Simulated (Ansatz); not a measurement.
Input

```
crystal:
  lattice:
    - [2.9379988584, 0.0, 0.0]
    - [-1.4689994292, 2.6970445465, 0.0]
    - [0.0, 0.0, 2.883]
  atoms:
    - { symbol: Ta, position: [0.3333333333, 0.6666666667, 0.5] }
    - { symbol: "N", position: [0.0, 0.0, 0.0] }
basis:
  ecutwfc: 420
kpoints:
  mp_grid: { grid: [18, 18, 16] }
hamiltonian:
  xc: pbesol
scf:
  occupations: { method: gaussian, width: 0.15 }
output:
  forces: true
  stress: true
  eigenvalues: true
  write_density: true
  write_potential: true
  elf: true
  volumetric_format: npy
```

Run with:

```sh
ansatz run input.yaml --threads 1 --pin off --max-ram 2560MiB --backend cpu --events-out ev --progress --plain --runs-dir out
```

Below, planes, directions and counts refer to the conventional cell (a = 2.88 Å, b = 2.94 Å, c = 5.39 Å, α = 90.00°, β = 90.00°, γ = 90.00°).

Space group Amm2; changed on purpose from its base cell (strain +0.0600 x Voigt [0, 1, 0, 0, 0, 0], atoms carried along); computed pressure about −21 GPa in this cell.

Computed with DFT PBEsol, scalar-relativistic, plane waves, PAW (Ansatz 0.2.0).

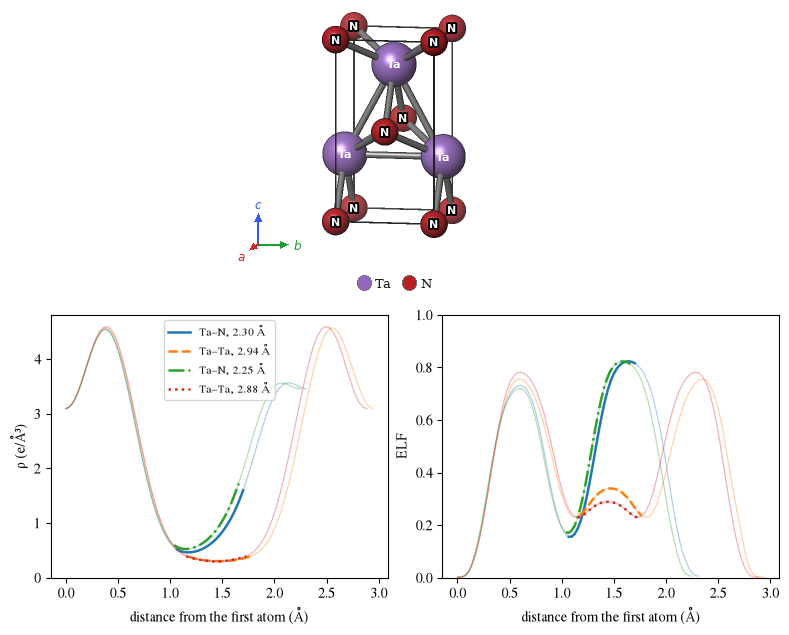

TaN. Valence charge density (pseudo) and electron localisation function along straight lines between neighbouring atoms. Thin, pale parts lie inside the atomic spheres. The structure is drawn too.

Core electrons are frozen (PAW), and the valence fields are smoothed inside the atomic spheres.

Compare the contacts.

Ta–N (2.30 Å): ρ at the midpoint is about 0.46 e/Å³; the ELF peaks at about 0.80 in the valence shell of N, 0.7 Å from its nucleus, and is about 0.20 at the midpoint: no localised pair shows between them.
Ta–Ta (2.94 Å): ρ is about 0.3 e/Å³ halfway; the ELF is about 0.35 at the midpoint.
Ta–N (2.25 Å): ρ at the midpoint is about 0.53 e/Å³; the ELF peaks at about 0.80 in the valence shell of N, 0.7 Å from its nucleus, and is about 0.20 at the midpoint; no localised pair shows between them.
Ta–Ta (2.88 Å): ρ at the midpoint is about 0.29 e/Å³; the ELF is about 0.30 at the midpoint (no shared electron pair shows on this line).
